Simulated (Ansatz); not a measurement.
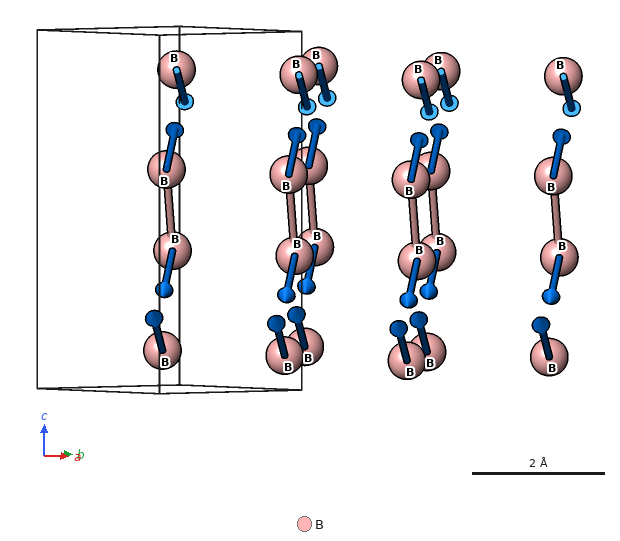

A relaxation of a crystal of B (built on the iodine_64 type) (coarse preliminary run). The starting structure is drawn; blue arrows show the displacements (the part carried along by the change of the cell is left out), magnified 3 times.

A ball-and-stick model of the cell of the calculation, repeated 3 × 2 × 1 with one cell outlined, seen from a free direction.

Case: iodine type (Cmce, No. 64).

The calculation used DFT PBE, scalar-relativistic, plane waves, PAW in Ansatz 0.2.0. (plane-wave cutoff 420 eV; k-point mesh 8 × 8 × 4; occupations gaussian; smearing width 0.1 eV; no spin polarisation; cell and atoms relaxed; force threshold 0.04 eV/Å; at most 70 steps)

Q: What did the optimiser do to the structure, and how much energy did it gain?

A: After 10 accepted moves (12 points after the start) the energy has fallen by 1004 meV per atom. The largest force component goes from 5.4 to 0.0062 eV/Å. Pressure: 12.45 GPa at the start and 0.03 GPa at the end. The SCF was repeated twice at an unchanged geometry on a basis and grid sized afresh for the cell, which shifted the energy by 1.5 meV per atom at most. The largest moves relative to the cell, 0.49 Å, are those of B atoms. The drawn cell changes as follows: a = b 2.419 → 2.242 Å (−7.3 %), c 5.442 → 5.412 Å (−0.5 %), γ 66.9° → 82.4°; the volume changes by −8.0 %. Among the contacts that change: B–B 2.260 → 3.407 Å, B–B 2.484 → 1.965 Å, B–B 1.504 → 1.700 Å, B–B 1.968 → 1.786 Å. The space group (tolerance 0.01 Å) goes from Cmce (No. 64) to Fmmm (No. 69).
